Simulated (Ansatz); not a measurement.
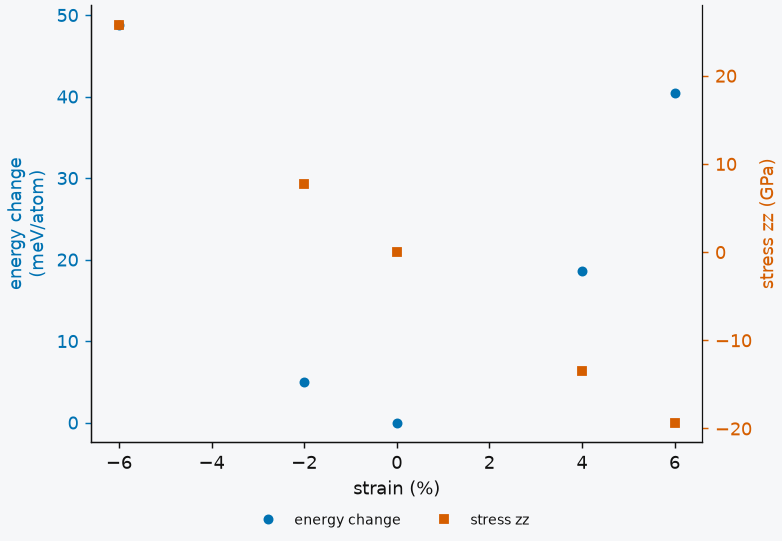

The picture above shows the energy change and stress zz against strain for CuO, space group Cccm (No. 66).

Cell as given: a = 4.085 Å, b = 4.101 Å, c = 5.092 Å, α = 90.00°, β = 90.00°, γ = 90.00°; 8 atoms.

Calculation (Ansatz 0.2.0): energy, stress and cell of a relaxed crystal along a series of strains, atoms and what the cell freedom names relaxed within the symmetry; stress is positive in compression; plane waves with PAW datasets, Γ-centred k mesh; energies extrapolated to zero smearing. Level: PBEsol, no spin polarisation.

- wave cutoff: 420 eV
- k mesh: 10×10×8
- occupations: Gaussian
- smearing width: 0.1 eV
- strain kind: stretch along c with a and b held
- cell freedom: cell held, only c stretched

The points at strain −4 % and 2 % are left out of the plot. What values does the calculation give there?

| strain (%) | energy change (meV/atom) | stress zz (GPa) |
| --- | --- | --- |
| −4 | 20.94 | 16.33 |
| 2 | 4.80 | −7.07 |

Note: no spin polarisation, a magnetic state may lie lower.
